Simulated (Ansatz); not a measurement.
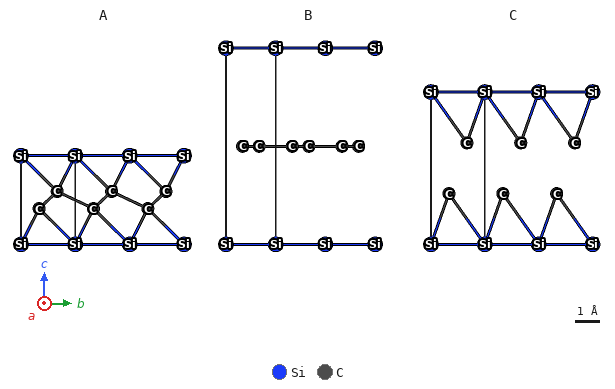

3 geometries from one relaxation of a crystal of SiC2 (a generated structure, set up in P-3m1) (coarse preliminary run), in shuffled order. A ball-and-stick model of the cell of the calculation, repeated 1 × 3 × 1 with one cell outlined, seen along the a axis.

Computed with DFT PBE, scalar-relativistic, plane waves, PAW in Ansatz 0.2.0. Settings: plane-wave cutoff 420 eV; k-point mesh 6 × 6 × 4; occupations gaussian; smearing width 0.1 eV; no spin polarisation; cell and atoms relaxed; force threshold 0.04 eV/Å; at most 70 steps.

**Put them in the order of the run, from the start to the converged end.**

C, A, B. They are steps 0, 17, 36, at +10.011 eV per cell of the calculation, +4.178 eV per cell of the calculation relative to the last. After 33 accepted moves (36 points after the start) the energy has fallen by 10.011 eV per cell of the calculation. The largest force component goes from 0.18 to 0.00086 eV/Å. The pressure goes from −20.29 to 0.07 GPa. The SCF was repeated 3 times at an unchanged geometry on a basis and grid sized afresh for the cell, which shifted the energy by 16.4 meV per cell of the calculation at most. The largest moves relative to the cell, 1.41 Å, are those of C atoms. Si stays in place. Cell: a = b 2.680 → 2.474 Å (−7.7 %), c 6.564 → 8.454 Å (+28.8 %). Volume +9.7 %. Among the contacts that change: C–Si 2.680 → 4.462 Å, C–C 2.680 → 1.428 Å, Si–Si 2.680 → 2.474 Å. New bonds form: C–C (2.68 → 1.43 Å). The space group (tolerance 0.01 Å) goes from P-3m1 (No. 164) to P6/mmm (No. 191).
